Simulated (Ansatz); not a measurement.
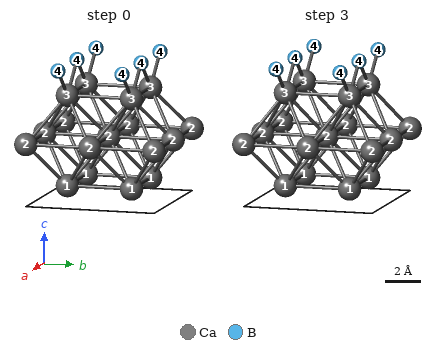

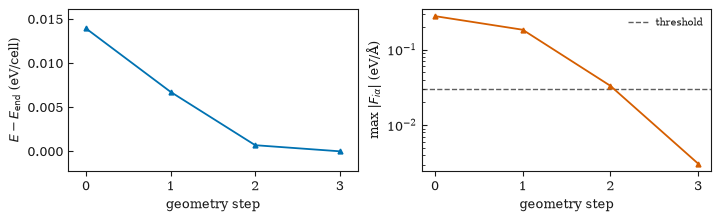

First and last geometry of a constrained relaxation of a slab of composition Ca3B (cut from the Fm-3m phase), with the history of the run. The picture is a ball-and-stick view of the 2 × 2 repeat of the cell, outlined in the plane, without the vacuum, seen slightly off an axis.

Case: B put at a bridge Ca-Ca site. The slab is the (1 0 0) face of Ca with B on it. 1 atoms are held fixed.

Theory: DFT PBEsol, scalar-relativistic, plane waves, PAW (Ansatz 0.2.0).

The input:
```yaml
crystal:
  lattice:
    - [3.8570176995, 0.0, 0.0]
    - [0.0, 3.8570176995, 0.0]
    - [0.0, 0.0, 24.454646741]
  atoms:
    - { symbol: Ca, position: [0.5, 0.5, 0.3475822035] }
    - { symbol: Ca, position: [0.0, 0.0, 0.4557810715] }
    - { symbol: Ca, position: [0.5, 0.5, 0.56404551] }
    - { symbol: B, position: [0.0, 0.5, 0.6360154722] }
basis:
  ecutwfc: 420
kpoints:
  mp_grid: { grid: [8, 8, 1] }
hamiltonian:
  xc: pbesol
scf:
  occupations: { method: gaussian, width: 0.1 }
output:
  forces: true
  eigenvalues: true
relax:
  adjacent_minimum: "off"
  f_tol: 0.03
  max_steps: 70
  constraints: [{ sites: [0] }]
efield:
  axis: 3
  dipole_correction: true
```

Read the history and describe the run.

It converged. The energy falls by 13.9 meV per cell of the calculation in 3 geometry steps. The largest force component goes from 0.28 to 0.0031 eV/Å. The atom that moves furthest is Ca3 (0.15 Å along the normal (+c)). By element the largest moves are Ca 0.15 Å, B 0.11 Å. The lattice vectors keep their values. Some distances before and after: Ca2–Ca3 3.801 → 3.909 Å, Ca3–B4 2.611 → 2.580 Å. The run took of the order of 60 core-seconds on a shared host.

| step | E − E(0), meV/atom | largest force component, eV/Å |
| --- | --- | --- |
| 0 | 0.00 | 0.2774 |
| 1 | -1.80 | 0.1832 |
| 2 | -3.31 | 0.0331 |
| 3 | -3.49 | 0.0031 |

Limits of the set-up: the periodic images lie only 3.9 Å apart, so the values are limited by the cell's size.
